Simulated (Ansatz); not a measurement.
# Zn24O25 (cell with a defect): what the fields show

Input file:

```
crystal:
  lattice:
    - [-3.2793907958, 5.6800714764, 5.2932332175]
    - [-3.2793907959, -5.6800714763, 5.2932332175]
    - [6.5587815918, -1.0e-10, 5.2932332175]
  atoms:
    - { symbol: Zn, position: [0.3335348034, 0.6668681368, 0.5002014701] }
    - { symbol: Zn, position: [0.6668681368, 0.5002014701, 0.3335348034] }
    - { symbol: Zn, position: [0.0002014701, 0.8335348034, 0.6668681368] }
    - { symbol: Zn, position: [0.1668681368, 0.5002014701, 0.8335348034] }
    - { symbol: Zn, position: [0.5002014701, 0.8335348034, 0.1668681368] }
    - { symbol: Zn, position: [0.1668681368, 0.0002014701, 0.3335348034] }
    - { symbol: Zn, position: [0.5002014701, 0.3335348034, 0.6668681368] }
    - { symbol: Zn, position: [0.8335348034, 0.6668681368, 0.0002014701] }
    - { symbol: Zn, position: [0.8335348034, 0.1668681368, 0.5002014701] }
    - { symbol: Zn, position: [0.3335348034, 0.1668681368, 0.0002014701] }
    - { symbol: Zn, position: [0.6668681368, 0.0002014701, 0.8335348034] }
    - { symbol: Zn, position: [0.0002014701, 0.3335348034, 0.1668681368] }
    - { symbol: Zn, position: [0.3335348034, 0.5002014701, 0.1668681368] }
    - { symbol: Zn, position: [0.6668681368, 0.3335348034, 0.0002014701] }
    - { symbol: Zn, position: [0.0002014701, 0.6668681368, 0.3335348034] }
    - { symbol: Zn, position: [0.1668681368, 0.3335348034, 0.5002014701] }
    - { symbol: Zn, position: [0.5002014701, 0.6668681368, 0.8335348034] }
    - { symbol: Zn, position: [0.1668681368, 0.8335348034, 0.0002014701] }
    - { symbol: Zn, position: [0.5002014701, 0.1668681368, 0.3335348034] }
    - { symbol: Zn, position: [0.8335348034, 0.5002014701, 0.6668681368] }
    - { symbol: Zn, position: [0.8335348034, 0.0002014701, 0.1668681368] }
    - { symbol: Zn, position: [0.3335348034, 0.0002014701, 0.6668681368] }
    - { symbol: Zn, position: [0.6668681368, 0.8335348034, 0.5002014701] }
    - { symbol: Zn, position: [0.0002014701, 0.1668681368, 0.8335348034] }
    - { symbol: O, position: [0.4599018632, 0.7932351966, 0.6265685299] }
    - { symbol: O, position: [0.7932351966, 0.6265685299, 0.4599018632] }
    - { symbol: O, position: [0.1265685299, 0.9599018632, 0.7932351966] }
    - { symbol: O, position: [0.2932351966, 0.6265685299, 0.9599018632] }
    - { symbol: O, position: [0.6265685299, 0.9599018632, 0.2932351966] }
    - { symbol: O, position: [0.2932351966, 0.1265685299, 0.4599018632] }
    - { symbol: O, position: [0.6265685299, 0.4599018632, 0.7932351966] }
    - { symbol: O, position: [0.9599018632, 0.7932351966, 0.1265685299] }
    - { symbol: O, position: [0.9599018632, 0.2932351966, 0.6265685299] }
    - { symbol: O, position: [0.4599018632, 0.2932351966, 0.1265685299] }
    - { symbol: O, position: [0.7932351966, 0.1265685299, 0.9599018632] }
    - { symbol: O, position: [0.1265685299, 0.4599018632, 0.2932351966] }
    - { symbol: O, position: [0.4599018632, 0.6265685299, 0.2932351966] }
    - { symbol: O, position: [0.7932351966, 0.4599018632, 0.1265685299] }
    - { symbol: O, position: [0.1265685299, 0.7932351966, 0.4599018632] }
    - { symbol: O, position: [0.2932351966, 0.4599018632, 0.6265685299] }
    - { symbol: O, position: [0.6265685299, 0.7932351966, 0.9599018632] }
    - { symbol: O, position: [0.2932351966, 0.9599018632, 0.1265685299] }
    - { symbol: O, position: [0.6265685299, 0.2932351966, 0.4599018632] }
    - { symbol: O, position: [0.9599018632, 0.6265685299, 0.7932351966] }
    - { symbol: O, position: [0.9599018632, 0.1265685299, 0.2932351966] }
    - { symbol: O, position: [0.4599018632, 0.1265685299, 0.7932351966] }
    - { symbol: O, position: [0.7932351966, 0.9599018632, 0.6265685299] }
    - { symbol: O, position: [0.1265685299, 0.2932351966, 0.9599018632] }
    - { symbol: O, position: [0.0694444444, 0.0694444444, 0.0694444444] }
  host:
    lattice:
      - [3.2793907959, 0.0, 0.0]
      - [-1.6396953979, 2.8400357382, 0.0]
      - [0.0, 0.0, 5.2932332175]
    atoms:
      - { symbol: Zn, position: [0.6666666667, 0.3333333333, 0.5006044103] }
      - { symbol: Zn, position: [0.3333333333, 0.6666666667, 0.0006044103] }
      - { symbol: O, position: [0.6666666667, 0.3333333333, 0.8797055897] }
      - { symbol: O, position: [0.3333333333, 0.6666666667, 0.3797055897] }
basis:
  ecutwfc: 420
  xc_grid: 2
kpoints:
  mp_grid: { grid: [2, 2, 2], shift: [0.5, 0.5, 0.5] }
hamiltonian:
  xc: pbe
scf:
  occupations: { method: gaussian, width: 0.01 }
output:
  forces: true
  stress: false
  eigenvalues: true
  charged_corrections:
    defect_position: [0.06944444, 0.06944444, 0.06944444]
    epsilon: [[10.5527, 0.0, 0.0], [0.0, 10.5527, 0.0], [0.0, 0.0, 11.5861]]
  write_density: true
  write_potential: true
  elf: true
  volumetric_format: npy
relax:
  adjacent_minimum: "off"
  f_tol: 0.025
  max_steps: 45
```

Launched as:

```sh
ansatz run input.yaml --threads 4 --pin off --max-ram 6144MiB --backend cpu --events-out ev --progress --plain --runs-dir out
```

The fields are those of the relaxed geometry.

Theory: DFT PBE, scalar-relativistic, plane waves, PAW (Ansatz).

Core electrons are frozen (PAW), and the valence fields are smoothed inside the atomic spheres.

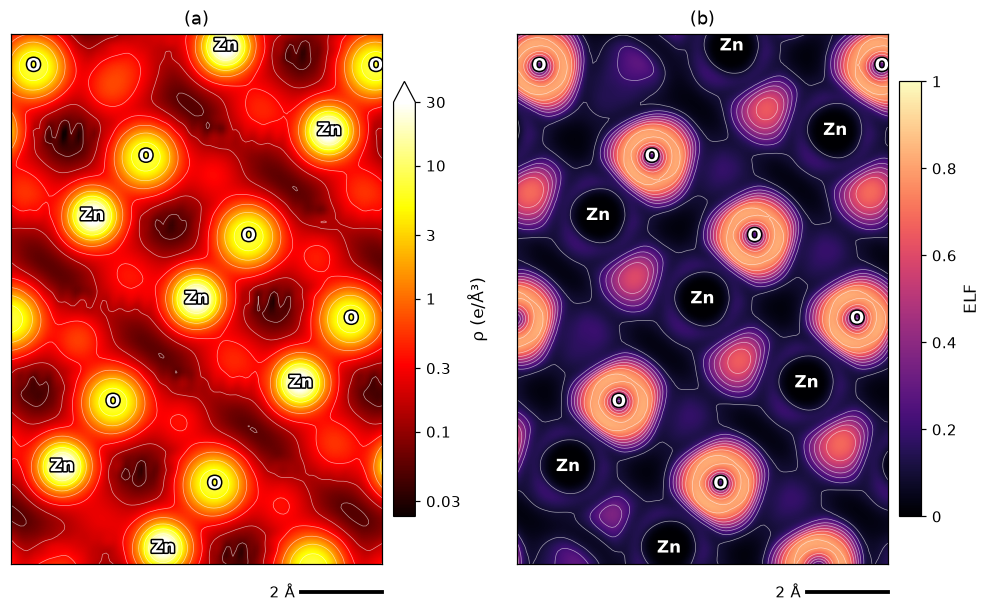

Figure 1. (a) valence charge density (pseudo); (b) ELF on the (11̄0) plane of the calculation cell.

Question: Describe what can be read from this map.

Answer:
- The plane passes through Zn and O nuclei.
- Atoms just off the plane (Zn, 0.8 Å away and O, 0.9 Å away) can leave unmarked features too.
- Zn–O (1.96 Å): the density is about 0.62 e/Å³ at the midpoint; the ELF peaks at about 0.85 in the valence shell of O, 0.6 Å from its nucleus, and is about 0.25 at the midpoint; no shared electron pair shows on this line.
- Zn–O (2.01 Å): the density is about 0.56 e/Å³ at the midpoint; the ELF peaks at about 0.85 in the valence shell of O, 0.6 Å from its nucleus, and is about 0.25 at the midpoint (no shared electron pair shows on this line).
- Between the atoms the lowest density in this plane is 0.02 e/Å³.

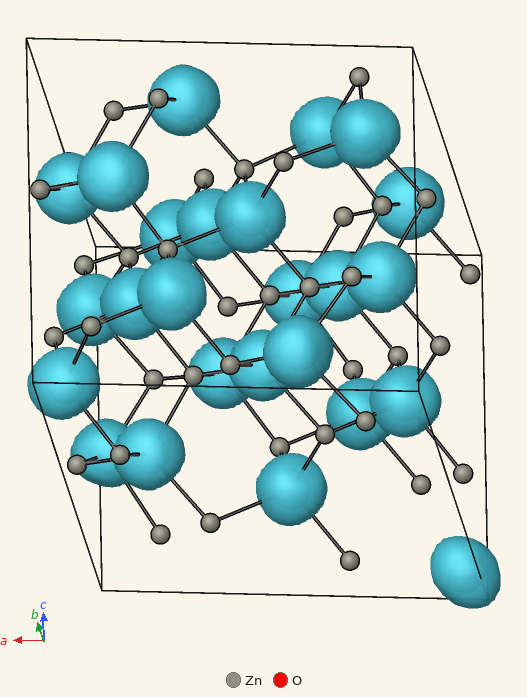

Figure 2. Isosurface of the ELF at 0.75 (cyan), seen at an oblique angle. Only the valence region is drawn (cores and ρ < 0.01 e/Å³ removed). Sticks mark near contacts.

Question: What do the ELF domains correspond to?

Answer: The surface consists of 25 regions wrapped around O (the valence shell of each), counted in one cell of 49 atoms. Regions shared between cells count once. Along the contacts the grid gives the following. Zn–O (1.94 Å): the ELF peaks at about 0.80 in the valence shell of O, 0.6 Å from its nucleus, and is about 0.30 at the midpoint; no localised pair shows between them. Zn–O (1.98 Å): the ELF peaks at about 0.85 in the valence shell of O, 0.6 Å from its nucleus, and is about 0.25 at the midpoint; no shared electron pair shows on this line.
